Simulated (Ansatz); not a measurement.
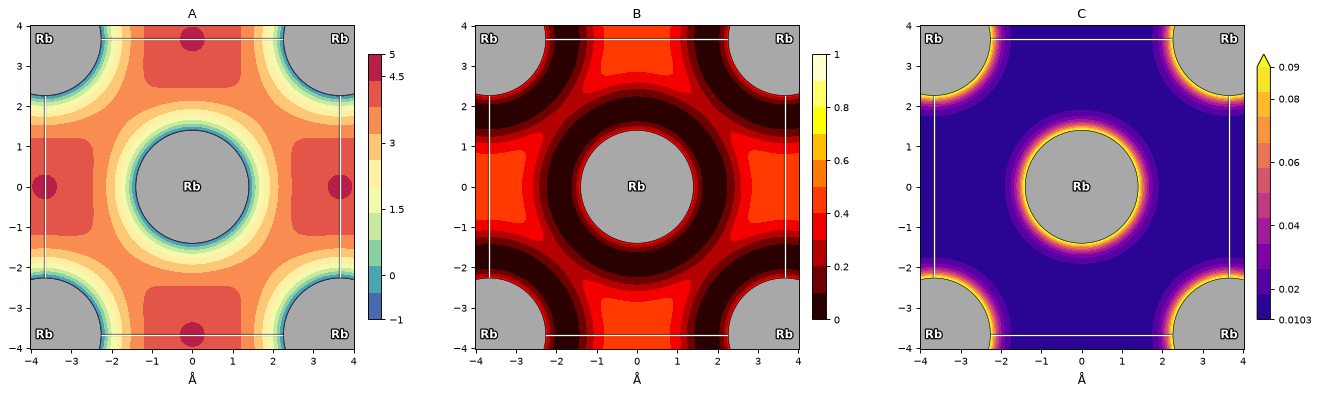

Rb: 3 fields on the (100) plane of the conventional cell, with unlabelled colour scales. Grey discs cover the atomic cores.

Space group Fm-3m; a structure from a database of computed crystals, not necessarily the ambient phase.

All numbers below come from Ansatz 0.2.0, Kohn-Sham DFT of a periodic cell, PBE, Ansatz PAW.

> Match the panels to the quantities (electron localisation function, electrostatic potential energy of an electron and valence pseudo-density).

Panel A: electrostatic potential energy of an electron (low next to the atoms, rising into the space between them). Panel B: electron localisation function. Panel C: valence pseudo-density. From the grid: Rb–Rb (5.18 Å): the density is about 0.01 e/Å³ at the midpoint; the ELF is about 0.25 at the midpoint (no shared electron pair shows on this line).
